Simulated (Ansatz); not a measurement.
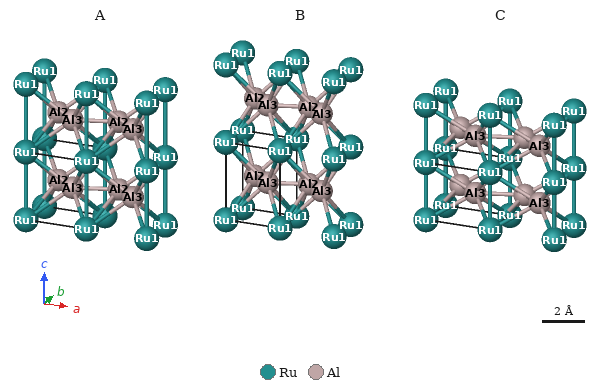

3 geometries from one relaxation of crystalline Al2Ru (a generated structure, set up in P6/mmm) (coarse preliminary run), in shuffled order. Style: ball-and-stick. Shown: the cell of the calculation, repeated 2 × 1 × 2 with one cell outlined, slightly off an axis.

Case: B → Al, Fe → Ru on all its sites, cell and atoms relaxed.

All numbers below come from Ansatz, DFT r2SCAN, scalar-relativistic, plane waves, PAW. (plane-wave cutoff 500 eV; k-point mesh 6 × 6 × 6; occupations gaussian; smearing width 0.1 eV; no spin polarisation; cell and atoms relaxed; force threshold 0.05 eV/Å; at most 60 steps)

Q: Order the frames from highest to lowest energy.

A: B, A, C. They are steps 0, 3, 9, at +1840 meV per atom, +520 meV per atom relative to the last. The atoms keep their places relative to the cell (all moves are under 0.005 Å). The volume changes by +4.0 %, with a = b 3.528 → 4.185 Å (+18.6 %), c 3.746 → 2.768 Å (−26.1 %). Some distances before and after: Ru1–Ru1 3.746 → 2.768 Å, Al2–Al3 2.037 → 2.416 Å, Ru1–Al2 2.767 → 2.785 Å. The space group stays P6/mmm (No. 191). The energy falls by 1840 meV per atom in 8 accepted moves (9 points after the start). All forces vanish by symmetry, so only the cell relaxes. The pressure goes from 41.48 to 0.23 GPa. The SCF was repeated once at an unchanged geometry on a basis and grid sized afresh for the cell, which shifted the energy by 2.8 meV per atom at most. Cost: 12 s on 1 thread of AMD EPYC 9R45 (Zen 5), with other jobs on the host, peak memory 0.49 GiB.
